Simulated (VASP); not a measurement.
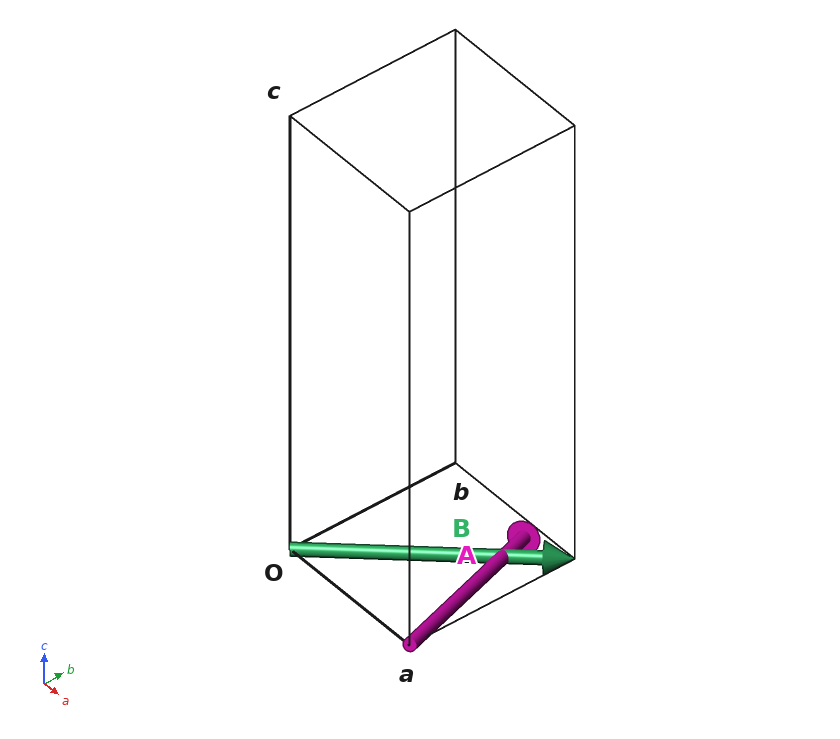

Crystal: ZrSe₂, an entry of the Crystallography Open Database, as set up for an electronic-structure calculation. Each arrow starts at a corner of the unit cell and ends on its surface; where a tip isn't a corner, dashed lines run from it parallel to the axes. Symmetry computed with spglib at a tolerance of 0.002 Å; standard conventional cell.

a = 3.798 Å, b = 3.798 Å, c = 6.192 Å, α = 90.00°, β = 90.00°, γ = 120.00°.

Index the directions.

Answer. Arrow A runs from (1, 0, 0) to (2/3, 1, 0), so [−1 3 0], in four indices [−5 7 −2 0]; Arrow B runs from (0, 0, 0) to (1, 1, 0), so [1 1 0], in four indices [1 1 −2 0].

How long is the vector ua + vb + wc in each case, and what angles do the directions make?

Answer. A 13.694 Å; B 3.798 Å. A–B: 73.9°.

In No. 164, P-3m1, how many directions are equivalent to A (Laue class -3m, both senses counted)?

Answer. 12.
